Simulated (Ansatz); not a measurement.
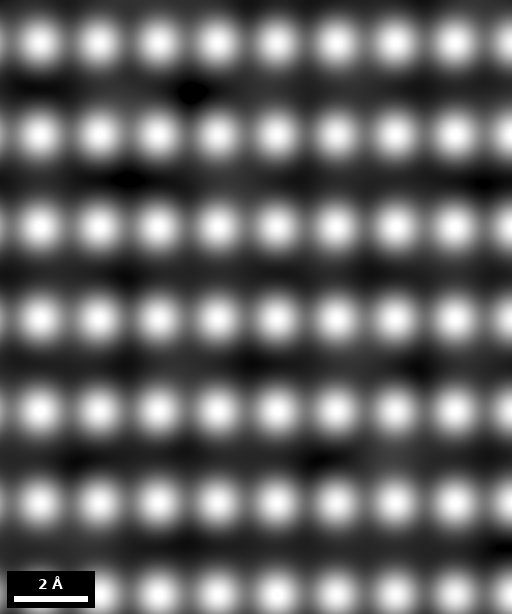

HAADF-like image of Li (I4/mmm, No. 139). Simulation: incoherent imaging, intensity Z^1.8 per atom, probe width 0.96 Å, thin sample. The display is stretched by a gamma of 0.65; percentages refer to the linear signal. The speckle of an amorphous layer was added. Structure: the geometry relaxed with DFT r2SCAN, scalar-relativistic, plane waves, PAW (Ansatz 0.2.0); the starting structure was generated, so it need not be a known form of this composition.

```
Li
1.0
     3.24132    0.00000    0.00000
     0.00000    3.24132    0.00000
     0.00000    0.00000    3.98893
Li
2
Direct
  0.00000 0.00000 0.00000
  0.50000 0.50000 0.50000
```

> Which beam direction gives this image, [201], [102], [101] or [100]? (Directions equivalent by symmetry count as one.)

[101]. The projected cells are 1.70 × 1.83 Å, 118° for [201]; 1.50 × 1.79 Å, 115° for [102]; 1.62 × 2.52 Å, 90° for [101]; 2.57 × 2.57 Å, 102° for [100], and the image repeats as the [101] one does.
